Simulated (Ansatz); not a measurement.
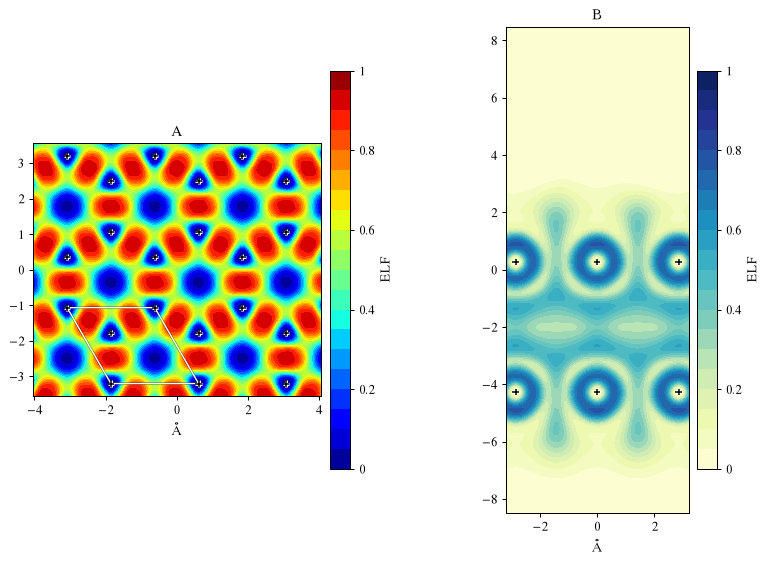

The ELF of 2 systems, each on a plane through atoms (crosses mark nuclei in the plane).

All numbers below come from DFT PBE+D3(BJ), scalar-relativistic, plane waves, PAW (Ansatz).

System 1: Ta₆H (slab), the (100) plane of the calculation cell, a cut from vacuum to vacuum. 

```
CELL_PARAMETERS angstrom
5.68969 0.00000 0.00000
-1.89656 5.36430 0.00000
0.00000 0.00000 23.03872
ATOMIC_POSITIONS crystal
Ta 0.25000 0.25000 0.34724
Ta 0.25000 0.75000 0.34724
Ta 0.75000 0.25000 0.34724
Ta 0.75000 0.75000 0.34724
Ta 0.49997 0.49991 0.44583
Ta 0.49995 0.99991 0.44582
Ta 0.00005 0.50002 0.44583
Ta 0.00007 0.99998 0.44583
Ta 0.74996 0.74991 0.54435
Ta 0.75010 0.25018 0.54432
Ta 0.24974 0.74985 0.54433
Ta 0.25002 0.24996 0.54434
H 0.85051 0.55013 0.68644
H 0.82674 0.55349 0.71859
```

System 2: C, the (001) plane of the conventional cell. Space group P6/mmm; a structure from a database of computed crystals, not necessarily the ambient phase.

```xyz
2
Lattice="2.4647 0.0000 0.0000 -1.2324 2.1345 0.0000 0.0000 0.0000 3.5674" Properties=species:S:1:pos:R:3 pbc="T T T"
C     0.0000    1.4230    0.0000
C     1.2324    0.7115    0.0000
```

Q: Match each panel to its system.

A: Panel A is system 2, C: the plane holds C. C–C (1.42 Å): the ELF peaks at about 0.95 between the atoms. Panel B is system 1, Ta₆H: the plane holds Ta. Ta–Ta (2.84 Å): the ELF is about 0.35 at the midpoint.
